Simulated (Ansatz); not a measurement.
**Field-gradient calculation of SnO$_{2}$ (part 1 of 2)**

SnO$_{2}$ (I4/m, 12 atoms in the cell), computed with DFT, PBE, plane-wave PAW, default files, scalar-relativistic, no spin polarisation (Ansatz 0.2.0).

The structure derives from a Materials Project entry. Figures and captions count atoms from 1; the log counts them from 0 in places.

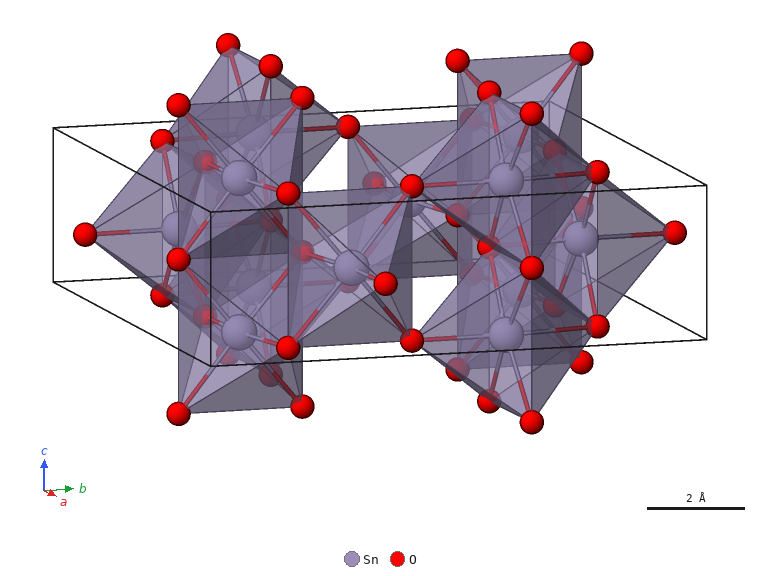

**Figure 1.** The structure as given in the input (polyhedral view of the cell 2 times as large as that of the calculation, set on its symmetry axes, seen slightly off an axis; polyhedra are completed across the faces of the cell).

### Input
```yaml
crystal:
  lattice:
    - [-5.37331, 5.37331, 1.616233]
    - [5.37331, -5.37331, 1.616233]
    - [5.37331, 5.37331, -1.616233]
  atoms:
    - { symbol: Sn, position: [0.6489235, 0.1689325, 0.817856] }
    - { symbol: Sn, position: [0.1689325, 0.3510765, 0.520009] }
    - { symbol: Sn, position: [0.8310675, 0.6489235, 0.479991] }
    - { symbol: Sn, position: [0.3510765, 0.8310675, 0.182144] }
    - { symbol: O, position: [0.8389555, 0.4570395, 0.295995] }
    - { symbol: O, position: [0.4570395, 0.1610445, 0.618084] }
    - { symbol: O, position: [0.5429605, 0.8389555, 0.381916] }
    - { symbol: O, position: [0.1610445, 0.5429605, 0.704005] }
    - { symbol: O, position: [0.1549285, 0.7943985, 0.949327] }
    - { symbol: O, position: [0.7943985, 0.8450715, 0.63947] }
    - { symbol: O, position: [0.8450715, 0.2056015, 0.050673] }
    - { symbol: O, position: [0.2056015, 0.1549285, 0.36053] }
kpoints:
  mp_grid: { grid: [8, 8, 8] }
scf:
  occupations: { method: fermi_dirac, width: 0.02 }
hamiltonian:
  xc: pbe
  pseudopotentials: { kind: paw }
output:
  forces: true
  stress: true
  populations: true
  efg:
    quadrupole_moments_barn: { Sn: -0.132, O: -0.02558 }
    contact_densities: true
  write_density: true
  write_potential: true
  elf: true
  volumetric_format: npy
```

Run on 1 thread of an x86-64 CPU, shared host.

Command:
```bash
ansatz run input.yaml --threads 1 --pin off --max-ram 2560MiB --backend cpu --events-out ev --progress --plain --runs-dir out
```

### Log
```
basis.fft_grid_basis auto: the FFT boxes are laid along the combinations [[1, 1, 0], [0, 1, 0], [0, 0, 1]] of the cell's own vectors, 3.232, 7.769 and 7.769 Å long. The dense box has 24×54×54 points. Along the cell's own vectors, as sized, it would have 54×54×54, 2.25 times as many. Of the 8 symmetry operations that the crystal satisfies within crystal.symmetry.tolerance (time reversal apart; of a slab, those that keep its plane) the dense box along the cell's own vectors carries 8, and the one as laid loses 6 of those. basis.fft_grid_basis: typed keeps the cell's own vectors: state it where this run's energies or levels are differenced outside the engine with another run's, or held beside a run that keeps those vectors. Those combinations have planes normal to reciprocal vector 3, as the cell's own vectors have. Each planar average written beside output.write_density, output.write_potential has a row for each plane of the box: 54. The volumetric files lie along those combinations, not along the cell's own vectors: a cube or XSF file states them, and fields.json those of NumPy files.
Sn: output.efg is read without spin–orbit coupling, which moves field gradients at and beside such atoms by some per cent and up to a factor of two; PAW files take it under magnetization.noncollinear and magnetization.spin_orbit
Engine: ansatz 0.2.0, x86_64-unknown-linux-gnu
Pseudopotentials: kind: paw
Pseudopotential: Sn, paw, valence charge 14, recommended cutoff 420 eV (normal), Sn.paw.azcp
Pseudopotential: O, paw, valence charge 6, recommended cutoff 420 eV (normal), O.paw.azcp
Functional definition: PBE
  parameter kappa = 0.804
  parameter beta = 0.06672455060314922
  exchange = pbe_x(kappa = kappa, mu = beta*pi^2/3)
  correlation = pbe_c(beta = beta)
Crystal: 12 atoms, lattice volume = 186.658 Å³
Basis set: ecut = 420 eV, 3645 PW (Γ), FFT grids on a1+a2, a2, a3, exchange–correlation on 48×108×108 points (8 copies of the dense FFT grid, shifted against one another)
Bands: 64, of which v1, the nominal top of the filled ones, is band 52 counted from 1 (51 counted from 0)
Symmetry: 8 space group operations
Space group: I4/m (ITA 87), of the structure as read, at distance tolerance 5.7e-5 Å
k-points: 78 of 512
Non-local potential: Sn, projectors of the file, l = 0: 2, l = 1: 2, l = 2: 2, l = 3: 2
Non-local potential: O, projectors of the file, l = 0: 2, l = 1: 2, l = 2: 1
PAW form: soft (Blöchl's): semilocal exchange-correlation on the pseudo side does not see the compensation charge
PAW one-centre angular grid: Sn, 590 points (default); XC on 64 Gauss nodes
PAW one-centre angular grid: O, 110 points (default); XC on 64 Gauss nodes
Initial density: superposition of atomic densities (neutral atoms: chi_scale 0, normalization atom), corrected by the library's trained network
Initial wavefunctions: pseudopotential atomic-orbital guess
Functional: x = pbe(κ = 0.804, μ = 0.2195149727645171), c = pbe(β = 0.06672455060314922)
SCF iter   1: F=—  HF=-28635.142173 eV  |F-HF|=—  |Δ(HF+E_count)|=         —  Δρ=2.28e-3  dr2=1.06e-2  ethr=1.77e-3  ⟨swp⟩=6.5  Hψ=20403  notcnv=0  defer=65
preconditioner: auto → Resta (q_TF=auto, 2.475 Å⁻¹)  ε∞=3.1  [insulator: Δε(μ)=1.767 eV  Ē_g=18.906 eV  σ=0.020 eV  W_gap=1.00  n_scr=48 (ndim 8)  ℏωp=27.7 eV  f_vac=0.216  D(μ)=0.00/eV (n_scr^D=0)  ε∞_Penn≈3.1  vacuum switching on, ρ_ref=2.6e-2 e/Å³]
SCF iter   2: F=—  HF=-28635.144410 eV  |F-HF|=—  |Δ(HF+E_count)|=   2.24e-3  Δρ=1.10e-3  dr2=1.54e-3  ethr=1.02e-5  ⟨swp⟩=2.3  Hψ=10391  notcnv=0  defer=536
SCF iter   3: F=—  HF=-28635.144948 eV  |F-HF|=—  |Δ(HF+E_count)|=   5.38e-4  Δρ=4.65e-4  dr2=4.03e-4  ethr=1.48e-6  ⟨swp⟩=2.0  Hψ=6486  notcnv=0  defer=536
SCF iter   4: F=—  HF=-28635.145039 eV  |F-HF|=—  |Δ(HF+E_count)|=   9.15e-5  Δρ=1.76e-4  dr2=5.52e-5  ethr=3.87e-7  ⟨swp⟩=2.3  Hψ=7377  notcnv=0  defer=536
SCF iter   5: F=—  HF=-28635.145270 eV  |F-HF|=—  |Δ(HF+E_count)|=   2.31e-4  Δρ=6.31e-5  dr2=6.00e-6  ethr=5.31e-8  ⟨swp⟩=2.0  Hψ=6590  notcnv=0  defer=536
SCF iter   6: F=—  HF=-28635.145273 eV  |F-HF|=—  |Δ(HF+E_count)|=   2.63e-6  Δρ=1.61e-5  dr2=4.36e-7  ethr=5.77e-9  ⟨swp⟩=2.3  Hψ=7808  notcnv=0  defer=536
SCF iter   7: F=-28635.145273 eV  HF=-28635.145273 eV  |F-HF|=1.23e-8  |Δ(HF+E_count)|=   2.62e-7  Δρ=5.41e-6  dr2=5.15e-8  ethr=9.62e-11  ⟨swp⟩=19.8  Hψ=44777  notcnv=0
SCF 1 converged in 7 iterations: F = -28635.145273 eV  dr2 = 5.15e-8
  greatest PAW one-centre occupation: 0.996 electrons in one spin orbital (limit 2), on the Sn atom at site 2 (counted from 0), in its partial waves of l = 2
WARN: The input density's exchange-correlation potential varies sharply where the density is thin. Do not read a vacuum level from v_tot or v_xc, or from such a field of the output density. On a cell that repeats whose density bears no net charge and no dipole along the vacuum's axis use v_es (v_loc + v_h of the components); under efield.dipole_correction with no amplitude use v_es + v_field, which holds any external_charges[].barrier, or the levels of the report's work_function block, which leave it out; under a non-zero efield.amplitude the vacuum is tilted and has no level; on a cell that repeats and bears such a dipole with no correction it is tilted too, and efield.dipole_correction with no amplitude gives each side of its ramp a level where efield: is served; in a cell that repeats whose density bears a net charge (total_charge, or a fill off its count) it is curved and has none; of a slab under crystal.periodic whose density bears no net charge use v_es, which has a level on each side, short of where the two are joined; of another it falls or rises all the way out and has none; of a slab beside external_charges read slab_vacuum_level instead, which it has where they leave it neutral. The grid or the basis barely resolves most such structure, and the values can differ between equally converged runs; as a rule a tighter scf.convergence.dr2_threshold does not remove it. Where the density itself ripples (under the LDA too) a higher basis.ecutwfc lessens it. The files hold the spikes' plane waves up to the density's cutoff. Files: v_tot and the like, and their columns of v_z.tsv (output.write_potential); v_xc and the like, and their columns of v_comp_z.tsv (output.write_potential_components); where files of the output density stand in their place, no point of their own thin density is over the threshold below, and this is of outcome.potential() and, of a run that writes arrays (npy), the arrays of these names. Measured: with its Gaussian average of σ = 0.25 Å subtracted twice, the exchange-correlation potential is over 0.1 eV at 534 of the grid points where the equally averaged density (valence and model cores) is under 1e-3 e/Å³, and 2.21 eV at the most among them, at an averaged density of 4.2e-4 e/Å³. See output.write_potential in the manual, Limitations
SCF converged after 7 iterations
Free energy (F): -28635.145273 eV
Harris-Foulkes:  -28635.145273 eV  (|F-HF|=1.23e-8)
Internal energy: -28635.145273 eV  (E = F + TS)
E sigma→0 (E₀):  -28635.145273 eV
Fermi energy:    6.017589 eV
--- Per-component energies (eV) ---
  E_band       = -639.184919
  E_kinetic    = 2152.311772
  E_local      = -10258.954222  (includes V_loc(G=0)·N_el)
  E_nonlocal   = 266.344626
  E_hartree    = 5048.859544
  E_xc         = -2107.122542
  E_vxc        = -1123.740429  (∫ρ·V_xc dr)
  E_paw        = -17852.649427  (= ΣΔE_a)
  E_vpaw       = -1772.891415  (= ΣTr[D̂ρ^β])
  E_aug_tail   = 0.019344  (compensation charges beyond the density's cutoff)
  E_ewald      = -5883.954369
  E_smearing   = -0.000000  (= −TS)
  E_closure    = 0.000000  (closes the sum)
  Σ components = -28635.145273   (vs F -28635.145273, Δ=0.00e0)
--- Forces (eV/Å), atoms counted from 1 ---
  atom   1  Sn    -0.12994984    -0.01379384     0.00000000
  atom   2  Sn     0.01379384    -0.12994984     0.00000000
  atom   3  Sn    -0.01379384     0.12994984     0.00000000
  atom   4  Sn     0.12994984     0.01379384     0.00000000
  atom   5  O     -0.09344860     0.05120802     0.00000000
  atom   6  O     -0.05120802    -0.09344860     0.00000000
  atom   7  O      0.05120802     0.09344860    -0.00000000
  atom   8  O      0.09344860    -0.05120802     0.00000000
  atom   9  O     -0.18897723     0.16618119     0.00000000
  atom  10  O     -0.16618119    -0.18897723     0.00000000
  atom  11  O      0.18897723    -0.16618119     0.00000000
  atom  12  O      0.16618119     0.18897723     0.00000000
  max |Σ_I F_I| component: 5.42e-20 eV/Å
--- Stress (GPa, compression-positive) ---
       -0.130977      -0.000000       0.000000
        0.000000      -0.130977      -0.000000
        0.000000       0.000000      -0.616426
  P = ⅓ Tr σ = -0.2928 GPa (-2.928 kbar)
--- PAW observables at the nuclei: V_zz in 10²¹ V/m², potentials from the cell's mean, atoms counted from 1 ---
  atom   1  Sn V_zz =    +7.362620   η = 0.3978   by run symmetry: allowed   C_q = -23.4996 MHz
            electrostatic potential = -8169.778672 V   contact ρ = 1236250.222923 e/Å³
  atom   2  Sn V_zz =    +7.362620   η = 0.3978   by run symmetry: allowed   C_q = -23.4996 MHz
            electrostatic potential = -8169.778672 V   contact ρ = 1236250.222923 e/Å³
  atom   3  Sn V_zz =    +7.362620   η = 0.3978   by run symmetry: allowed   C_q = -23.4996 MHz
            electrostatic potential = -8169.778672 V   contact ρ = 1236250.222923 e/Å³
  atom   4  Sn V_zz =    +7.362620   η = 0.3978   by run symmetry: allowed   C_q = -23.4996 MHz
            electrostatic potential = -8169.778672 V   contact ρ = 1236250.222923 e/Å³
  atom   5  O  V_zz =   -11.262197   η = 0.1487   by run symmetry: allowed   C_q = +6.9659 MHz
            electrostatic potential = -622.477218 V   contact ρ = 2157.552757 e/Å³
  atom   6  O  V_zz =   -11.262197   η = 0.1487   by run symmetry: allowed   C_q = +6.9659 MHz
            electrostatic potential = -622.477218 V   contact ρ = 2157.552757 e/Å³
  atom   7  O  V_zz =   -11.262197   η = 0.1487   by run symmetry: allowed   C_q = +6.9659 MHz
            electrostatic potential = -622.477218 V   contact ρ = 2157.552757 e/Å³
  atom   8  O  V_zz =   -11.262197   η = 0.1487   by run symmetry: allowed   C_q = +6.9659 MHz
            electrostatic potential = -622.477218 V   contact ρ = 2157.552757 e/Å³
  atom   9  O  V_zz =    -6.014674   η = 0.0740   by run symmetry: allowed   C_q = +3.7202 MHz
            electrostatic potential = -622.813821 V   contact ρ = 2159.326420 e/Å³
  atom  10  O  V_zz =    -6.014674   η = 0.0740   by run symmetry: allowed   C_q = +3.7202 MHz
            electrostatic potential = -622.813821 V   contact ρ = 2159.326420 e/Å³
  atom  11  O  V_zz =    -6.014674   η = 0.0740   by run symmetry: allowed   C_q = +3.7202 MHz
            electrostatic potential = -622.813821 V   contact ρ = 2159.326420 e/Å³
  atom  12  O  V_zz =    -6.014674   η = 0.0740   by run symmetry: allowed   C_q = +3.7202 MHz
            electrostatic potential = -622.813821 V   contact ρ = 2159.326420 e/Å³
--- Band table (eV; the first three rows and the last of 78) ---
```
